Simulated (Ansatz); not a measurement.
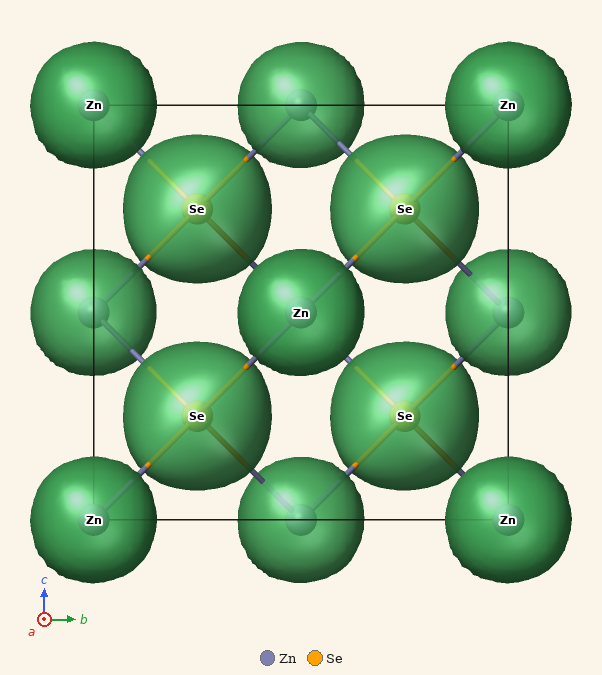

*ZnSe. Isosurface of the valence electron density at 0.5 e/Å³ (green), seen along the a axis. Sticks mark near contacts.*

Space group F-43m.

Method: DFT PBE, scalar-relativistic, plane waves, PAW in Ansatz.

Core electrons are frozen (PAW), and the valence fields are smoothed inside the atomic spheres.

```yaml
crystal:
  lattice:
    - [5.73184, 0.00000, 0.00000]
    - [0.00000, 0.00000, -5.73184]
    - [0.00000, 5.73184, 0.00000]
  atoms:
    - { symbol: Zn, position: [0.50000, 0.50000, 0.00000] }
    - { symbol: Zn, position: [0.00000, 0.50000, 0.50000] }
    - { symbol: Zn, position: [0.00000, 0.00000, 0.00000] }
    - { symbol: Zn, position: [0.50000, 0.00000, 0.50000] }
    - { symbol: Se, position: [0.25000, 0.75000, 0.25000] }
    - { symbol: Se, position: [0.75000, 0.75000, 0.75000] }
    - { symbol: Se, position: [0.75000, 0.25000, 0.25000] }
    - { symbol: Se, position: [0.25000, 0.25000, 0.75000] }
```

Which contacts does the surface bridge?

Answer. At this value the density breaks into separate islands; it holds about 80 % of the electrons treated as valence. It bridges none of the near contacts. It is pinched off along the shortest Zn–Se (2.48 Å) contacts. On the grid the lowest density along these lines, outside the cores, is 0.41 e/Å³ (Zn–Se, 2.48 Å).

Does the calculation give a band gap?

Answer. It is gapped, with a Kohn–Sham gap of 1.2 eV on the k-point mesh (the band edges may lie off the mesh, which would make the gap smaller).
